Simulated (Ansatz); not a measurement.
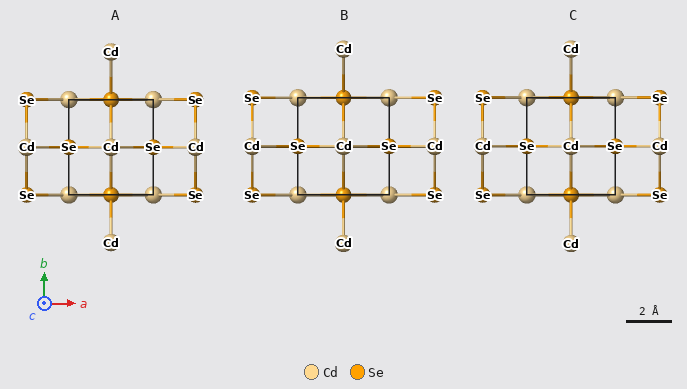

3 geometries from one relaxation of solid CdSe (a generated structure, set up in Pmmm) (coarse preliminary run), in shuffled order. Style: ball-and-stick. Shown: the cell of the calculation, along the c axis.

Level of theory: DFT PBE, scalar-relativistic, plane waves, PAW (Ansatz). Set-up: plane-wave cutoff 420 eV; k-point mesh 4 × 4 × 2; occupations gaussian; smearing width 0.1 eV; no spin polarisation; cell and atoms relaxed; force threshold 0.04 eV/Å; at most 70 steps.

Order the frames from highest to lowest energy.

Answer. A, C, B. They are steps 0, 1, 4, at +115 meV per atom, +10.3 meV per atom relative to the last. Over 3 accepted moves (4 points after the start) the energy falls by 115 meV per atom. Largest force component: 0.41 eV/Å at the start, 0.013 eV/Å at the end. Pressure: 8.89 GPa at the start and 0.03 GPa at the end. The SCF was repeated once at an unchanged geometry on a basis and grid sized afresh for the cell, which shifted the energy by 0.6 meV per atom at most. The largest moves relative to the cell, 0.072 Å, are those of Cd atoms. Largest moves by element: Cd 0.072 Å, Se 0.004 Å. The drawn cell changes as follows: a 3.789 → 4.095 Å (+8.1 %), b 4.277 → 4.360 Å (+1.9 %), c 9.882 → 10.339 Å (+4.6 %); the volume changes by +15.3 %. Near-neighbour distances that change, for instance: Cd–Se 2.586 → 2.751 Å, Cd–Se 2.586 → 2.706 Å, Cd–Se 2.568 → 2.683 Å. Among the angles between lasting bonds that change: Cd–Se–Cd 85.8° → 81.7°, Se–Cd–Se 94.2° → 98.3°, Cd–Se–Cd 94.2° → 98.3°. The space group stays Pmmm (No. 47). The run took 53 s on 1 thread of Arm Neoverse V2 (shared host), peak memory 0.49 GiB.

Limits of the set-up: the k-point mesh is coarse for a cell with partly filled bands.
